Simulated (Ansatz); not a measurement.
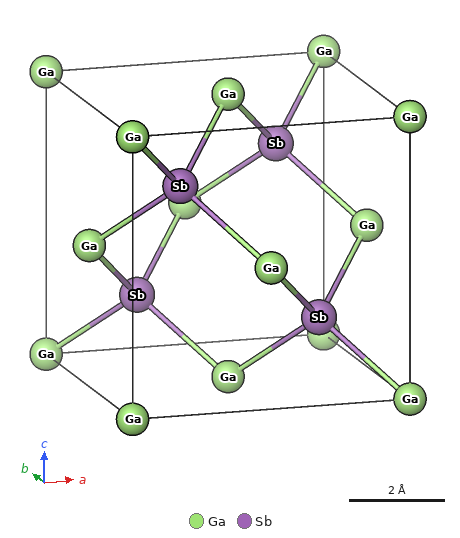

The starting point is solid GaSb (built on the zincblende type) at its r2SCAN-relaxed geometry. Style: ball-and-stick. Shown: the conventional cell (4 times the calculation's cell), slightly off an axis. Lengths and directions refer to the drawn axes.

Theory: Ansatz, DFT, HSE06, plane waves, PAW. Settings: plane-wave cutoff 420 eV; k-point mesh 6 × 6 × 6; occupations fermi dirac; smearing width 0.02 eV; no spin polarisation.

Change: All lengths are scaled by +2.0 % (volume +6.1 %). The atoms were relaxed with r2SCAN under that strain, and this is a single point on that geometry.

The input:
```yaml
crystal:
  lattice:
    - [0.0, 3.1271963739, 3.1271963739]
    - [3.1271963739, 0.0, 3.1271963739]
    - [3.1271963739, 3.1271963739, 0.0]
  atoms:
    - { symbol: Ga, position: [0.0, 0.0, 0.0] }
    - { symbol: Sb, position: [0.25, 0.25, 0.25] }
kpoints:
  mp_grid: { grid: [6, 6, 6] }
  band_path:
    path:
      - [0.0, 0.0, 0.0]
      - [-0.5, -0.5, 0.0]
      - [-0.375, -0.375, 0.25]
      - [-0.375, 0.0, 0.375]
      - [0.0, 0.0, 0.5]
      - [-0.5, -0.25, 0.25]
    npoints: 1
hamiltonian:
  xc: hse06
scf:
  occupations: { method: fermi_dirac, width: 0.02 }
  n_extra_bands: 4
output:
  forces: true
  stress: true
  eigenvalues: true
  write_density: true
  write_potential: true
  elf: true
  volumetric_format: npy
```

What is the effect?

The energy rises by 14.5 meV per atom. Pressure: 0.2 GPa before, −2.6 GPa after. All forces vanish by symmetry. Near-neighbour distances before and after: Ga–Sb 2.655 → 2.708 Å. The space group stays F-43m (No. 216).

The changed structure in the same view:

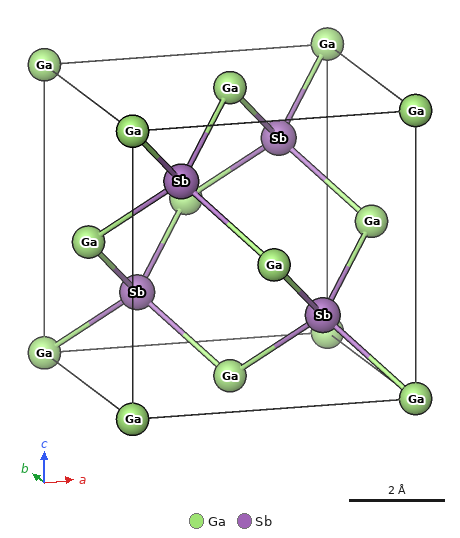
